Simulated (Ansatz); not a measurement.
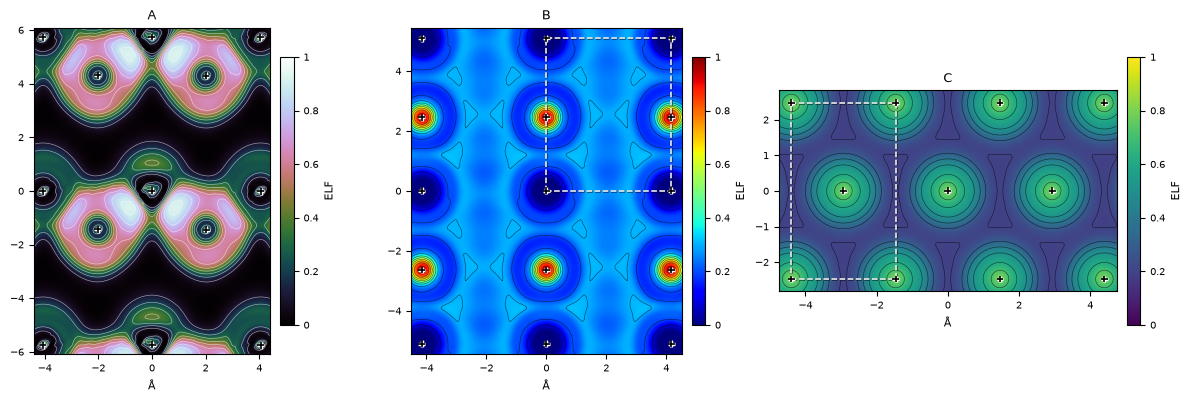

The electron localisation function of 3 systems, each on a plane through atoms (crosses mark nuclei in the plane).

Level of theory: Ansatz 0.2.0, DFT PBE, scalar-relativistic, plane waves, PAW.

System 1: AlGa3As4, the (11̄0) plane of the calculation cell. Space group R3m; a generated structure, not necessarily the stable one.

```
CELL_PARAMETERS angstrom
-5.73928 5.73930 -0.00316
-5.73932 -0.00319 5.73934
0.00320 5.73935 5.73936
ATOMIC_POSITIONS crystal
Al 0.00048 0.00013 0.00069
Al 0.50047 0.50014 0.50071
Ga 0.50049 0.99929 0.99965
Ga 0.99946 0.49998 0.99990
Ga 0.99966 0.99911 0.50066
Ga 0.49964 0.49911 0.00066
Ga 0.49951 0.99999 0.49989
Ga 0.00051 0.49929 0.49964
As 0.87514 0.87488 0.37454
As 0.37524 0.87399 0.37530
As 0.87432 0.37475 0.37550
As 0.87589 0.87542 0.87608
As 0.37591 0.37543 0.37607
As 0.37433 0.87475 0.87548
As 0.87523 0.37398 0.87529
As 0.37510 0.37488 0.87456
```

System 2: ZnCu, the (100) plane of the conventional cell. Space group R3m; changed on purpose from its base cell (all Cu atoms moved +0.087 Å, as atom 2 towards its neighbour atom 1 (Zn) at 2.550 A); not relaxed (largest force 0.4 eV/Å); computed pressure about 3 GPa in this cell; computed without spin polarisation.

```cif
data_structure
_symmetry_space_group_name_H-M 'P 1'
_symmetry_Int_Tables_number 1
_cell_length_a 4.1649
_cell_length_b 4.1649
_cell_length_c 5.1009
_cell_angle_alpha 90.000
_cell_angle_beta 90.000
_cell_angle_gamma 120.000
_cell_volume 76.63
loop_
_atom_site_label
_atom_site_type_symbol
_atom_site_fract_x
_atom_site_fract_y
_atom_site_fract_z
_atom_site_occupancy
Zn1 Zn 0.33333 0.66667 0.16667 1
Zn2 Zn 0.00000 0.00000 0.50000 1
Zn3 Zn 0.66667 0.33333 0.83333 1
Cu1 Cu 0.66667 0.33333 0.31618 1
Cu2 Cu 0.33333 0.66667 0.64951 1
Cu3 Cu 0.00000 0.00000 0.98285 1
```

System 3: Au, the (101) plane of the conventional cell. Space group I4/mmm; computed pressure about 8 GPa in this cell; computed without spin polarisation.

```cif
data_structure
_symmetry_space_group_name_H-M 'P 1'
_symmetry_Int_Tables_number 1
_cell_length_a 2.9324
_cell_length_b 2.9324
_cell_length_c 3.9812
_cell_angle_alpha 90.000
_cell_angle_beta 90.000
_cell_angle_gamma 90.000
_cell_volume 34.23
loop_
_atom_site_label
_atom_site_type_symbol
_atom_site_fract_x
_atom_site_fract_y
_atom_site_fract_z
_atom_site_occupancy
Au1 Au 0.00000 0.00000 0.00000 1
Au2 Au 0.50000 0.50000 0.50000 1
```

Which map belongs to which system?

Panel A is system 1, AlGa3As4: the plane holds Al, Ga and As. Al–As (2.48 Å): the ELF peaks at about 0.95 between the atoms (a shared electron pair). Panel B is system 2, ZnCu: the plane holds Zn and Cu. Zn–Cu (2.46 Å): the ELF is about 0.25 at the midpoint: no shared electron pair shows on this line. Panel C is system 3, Au: the plane holds Au. Au–Au (2.87 Å): the ELF is about 0.20 at the midpoint: no localised pair shows between them.
